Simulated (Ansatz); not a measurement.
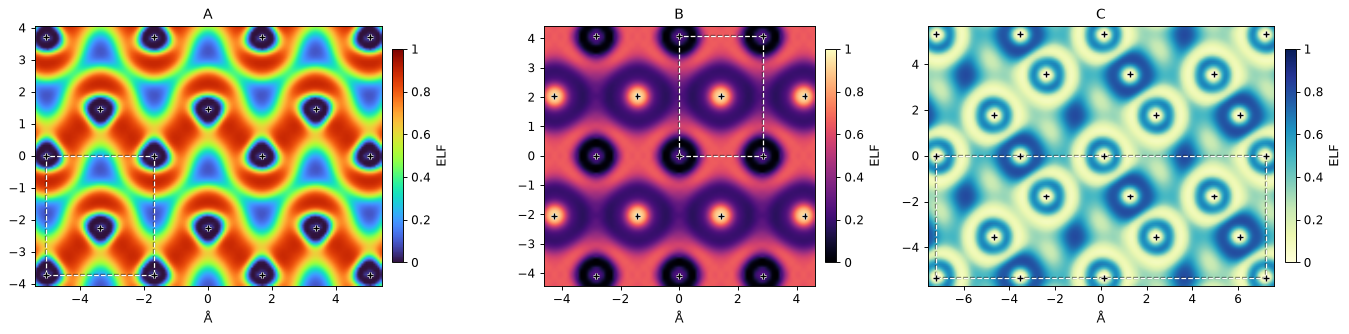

The electron localisation function of 3 systems, each on a plane through atoms (crosses mark nuclei in the plane).

Method: DFT PBEsol, scalar-relativistic, plane waves, PAW in Ansatz 0.2.0.

System 1: Al$_{2}$Cu, the (001) plane of the conventional cell. Space group Pmm2; a structure from a database of computed crystals, not necessarily the ambient phase; not relaxed (largest force 1.0 eV/Å); computed without spin polarisation.

```xyz
9
Lattice="0.0000 0.0000 -2.8464 0.0000 -4.0842 0.0000 -12.1025 0.0000 0.0000" Properties=species:S:1:pos:R:3 pbc="T T T"
Al  -11.0817    0.0000   -1.4232
Al   -6.9976    0.0000   -1.4232
Al   -2.9133    0.0000   -1.4232
Al   -0.8713   -2.0421   -1.4232
Al   -9.0396   -2.0421   -1.4232
Al   -4.9554   -2.0421   -1.4232
Cu   -9.0396    0.0000    0.0000
Cu   -4.9554    0.0000    0.0000
Cu   -0.8713    0.0000    0.0000
```

System 2: P, the (010) plane of the conventional cell. Space group Imma; a structure from a database of computed crystals, not necessarily the ambient phase; not relaxed (largest force 0.4 eV/Å).

```yaml
crystal:
  lattice:
    - [3.38302, 0.00000, 0.00000]
    - [0.00000, 5.03033, 0.00000]
    - [0.00000, 0.00000, 3.71789]
  atoms:
    - { symbol: P, position: [0.00000, 0.75000, 0.05331] }
    - { symbol: P, position: [0.50000, 0.25000, 0.55331] }
    - { symbol: P, position: [0.00000, 0.25000, 0.94669] }
    - { symbol: P, position: [0.50000, 0.75000, 0.44669] }
```

System 3: Ti$_{2}$C, the (110) plane of the conventional cell. Space group R-3m; a structure from a database of computed crystals, not necessarily the ambient phase; computed pressure about −5 GPa in this cell; computed without spin polarisation.

```cif
data_structure
_symmetry_space_group_name_H-M 'P 1'
_symmetry_Int_Tables_number 1
_cell_length_a 3.0814
_cell_length_b 3.0814
_cell_length_c 14.4413
_cell_angle_alpha 90.000
_cell_angle_beta 90.000
_cell_angle_gamma 120.000
_cell_volume 118.75
loop_
_atom_site_label
_atom_site_type_symbol
_atom_site_fract_x
_atom_site_fract_y
_atom_site_fract_z
_atom_site_occupancy
Ti1 Ti 0.00000 0.00000 0.24550 1
Ti2 Ti 0.66667 0.33333 0.57883 1
Ti3 Ti 0.33333 0.66667 0.91216 1
Ti4 Ti 0.66667 0.33333 0.08784 1
Ti5 Ti 0.33333 0.66667 0.42117 1
Ti6 Ti 0.00000 0.00000 0.75450 1
C1 C 0.33333 0.66667 0.16667 1
C2 C 0.00000 0.00000 0.50000 1
C3 C 0.66667 0.33333 0.83333 1
```

Q: Match each panel to its system.

A: Panel A is system 2, P: the plane holds P. P–P (2.24 Å): the ELF peaks at about 0.90 between the atoms. Panel B is system 1, Al$_{2}$Cu: the plane holds Al and Cu. Cu–Cu (2.85 Å): the ELF is about 0.25 at the midpoint (no localised pair shows between them). Panel C is system 3, Ti$_{2}$C: the plane holds Ti and C. Ti–C (2.11 Å): the ELF peaks at about 0.80 in the valence shell of C, 0.7 Å from its nucleus, and is about 0.25 at the midpoint.
